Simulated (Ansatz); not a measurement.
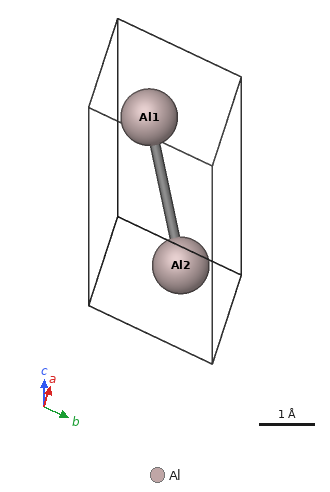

**Figure 1.** The structure as given in the input (ball-and-stick view of the cell of the calculation, seen at an oblique angle; atoms are numbered from 1 in the order of the input). An atom can appear more than once, as a periodic image.

**Mending a single-point calculation on Al**

System: Al (2 atoms in the cell).
Method of run 1: DFT PBEsol, scalar-relativistic, plane waves, PAW (Ansatz 0.2.0).

The structure derives from a Materials Project entry. Text and figures count atoms from 1; the logs count them from 0 in places.

### Input, run 1
```yaml
crystal:
  lattice:
    - [2.9925736898, 0.0, 0.0]
    - [-1.4962868449, 2.591644838, 0.0]
    - [0.0, 0.0, 4.4054504657]
  atoms:
    - { symbol: Al, position: [0.6666666667, 0.3333333333, 0.75] }
    - { symbol: Al, position: [0.3333333333, 0.6666666667, 0.25] }
basis:
  ecutwfc: 420
kpoints:
  mp_grid: { grid: [24, 24, 14] }
hamiltonian:
  xcs: pbesol
scf:
  occupations: { method: gaussian, width: 0.15 }
  max_iter: 50
output:
  forces: true
  eigenvalues: true
  stress: true
```

Command:
```bash
ansatz run input.yaml --threads 2 --pin off --max-ram 5120MiB --backend cpu --events-out ev --progress --plain --runs-dir out
```

Hardware: 2 threads of AMD EPYC (Zen 3), 189 GiB of memory available, shared host.

### Output (run 1)
```
Error: YAML parse error: error: line 14 column 3: unknown field `xcs`, expected one of xc, dispersion, noncollinear_xc, pseudopotentials, hubbard, deformation_potential_offset, integrals
  --> <input>:14:3
   |
12 |   mp_grid: { grid: [24, 24, 14] }
13 | hamiltonian:
14 |   xcs: pbesol
   |   ^ unknown field `xcs`, expected one of xc, dispersion, noncollinear_xc, pseudopotentials, hubbard, deformation_potential_offset, integrals
15 | scf:
16 |   occupations: { method: gaussian, width: 0.15 }
   |
```

**What should be changed in this input?**

A setting was made wrong on purpose: a misspelt key (`hamiltonian.xc`). The program refused the input: “YAML parse error: error: line 14 column 3: unknown field `xcs`, expected one of xc, dispersion, noncollinear_xc, pseudopotentials, hubbard, deformation_potential_offset, integrals --> <input>:14:3 | 12 | mp_grid: { grid: [24, 24, 14] } 13 | hamiltonian: 14 | xcs: pbesol | ^ unknown field `xcs`, expected one of xc, …”

A run of the same system that converges differs from this input as follows (lines with − go, lines with + come):
```diff
-  xcs: pbesol
+  xc: pbesol
-  max_iter: 50
```

### Output, shortened to warnings, some set-up lines, iterations and results (run 2)
```
Basis set: ecut = 420 eV, 651 PW (Γ), exchange–correlation on 48×48×60 points (8 copies of the dense FFT grid, shifted against one another)
Symmetry: 24 space group operations
k-points: 488 of 8064
Initial density: superposition of atomic densities (neutral atoms: chi_scale 0, normalization atom), corrected by the library's trained network
[...]
SCF iter   1: F=—  HF=-1048.968305 eV  |F-HF|=—  |Δ(HF+E_count)|=         —  Δρ=1.96e-3  dr2=1.64e-3  ethr=1.77e-3  ⟨swp⟩=5.1  Hψ=27602  notcnv=0
SCF iter   2: F=—  HF=-1048.968071 eV  |F-HF|=—  |Δ(HF+E_count)|=   2.34e-4  Δρ=1.21e-3  dr2=6.52e-4  ethr=2.74e-5  ⟨swp⟩=1.0  Hψ=7321  notcnv=0
SCF iter   3: F=—  HF=-1048.967858 eV  |F-HF|=—  |Δ(HF+E_count)|=   2.13e-4  Δρ=5.47e-5  dr2=6.05e-7  ethr=1.09e-5  ⟨swp⟩=2.0  Hψ=4594  notcnv=0
SCF iter   4: F=—  HF=-1048.967888 eV  |F-HF|=—  |Δ(HF+E_count)|=   3.02e-5  Δρ=6.46e-6  dr2=1.43e-8  ethr=1.01e-8  ⟨swp⟩=2.4  Hψ=4858  notcnv=0
SCF iter   5: F=-1048.967888 eV  HF=-1048.967888 eV  |F-HF|=2.64e-11  |Δ(HF+E_count)|=   7.70e-9  Δρ=1.08e-6  dr2=2.41e-10  ethr=2.39e-10  ⟨swp⟩=2.0  Hψ=4782  notcnv=0
SCF iter   6: F=-1048.967888 eV  HF=-1048.967888 eV  |F-HF|=6.82e-13  |Δ(HF+E_count)|=  3.96e-11  Δρ=1.81e-8  dr2=5.81e-14  ethr=4.01e-12  ⟨swp⟩=1.7  Hψ=11521  notcnv=0
SCF 1 converged in 6 iterations: F = -1048.967888 eV  dr2 = 5.81e-14
SCF converged after 6 iterations
Free energy (F): -1048.967888 eV
Harris-Foulkes:  -1048.967888 eV  (|F-HF|=6.82e-13)
Internal energy: -1048.957431 eV  (E = F + TS)
E sigma→0 (E₀):  -1048.962660 eV
Entropy (-TS):   -0.010456 eV (-5.228 meV/atom)
Fermi energy:    7.527262 eV
--- Per-component energies (eV) ---
  E_band       = 19.193069
  E_kinetic    = 44.690777
  E_local      = 18.026694  (includes V_loc(G=0)·N_el)
  E_nonlocal   = 20.866553
  E_hartree    = 0.257573
  E_xc         = -78.376794
  E_vxc        = -57.747192  (∫ρ·V_xc dr)
  E_paw        = -909.329862  (= ΣΔE_a)
  E_vpaw       = -7.158904  (= ΣTr[D̂ρ^β])
  E_aug_tail   = -0.000005  (compensation charges beyond the density's cutoff)
  E_ewald      = -145.130646
  E_core_change = 0.038278  (= ΣΔE_core)
  E_smearing   = -0.010456  (= −TS)
  E_closure    = 0.000000  (closes the sum)
  Σ components = -1048.967888   (vs F -1048.967888, Δ=0.00e0)
--- Forces (eV/Å), atoms counted from 1 ---
  atom   1  Al    -0.00000000     0.00000000     0.00000000
  atom   2  Al     0.00000000    -0.00000000    -0.00000000
  max |Σ_I F_I| component: 4.63e-18 eV/Å
--- Stress (GPa, compression-positive) ---
       -4.204984      -0.000000       0.000000
       -0.000000      -4.204984       0.000000
        0.000000       0.000000       1.362204
  P = ⅓ Tr σ = -2.3493 GPa (-23.493 kbar)
```

### The two runs side by side

| quantity | run 1 | run 2 |
| --- | --- | --- |
| outcome | refused | converged |
| free energy per atom (eV) | – | −524.4839 |
| gap on the mesh (eV) | – | 0.00 |
| pressure (GPa) | – | −2.35 |
| volume per atom (Å³) | – | 17.08 |
| largest force (eV/Å) | – | 0.000 |
| SCF iterations | – | 6 |
| irreducible k-points | – | 488 |
| plane waves at Γ | – | 651 |
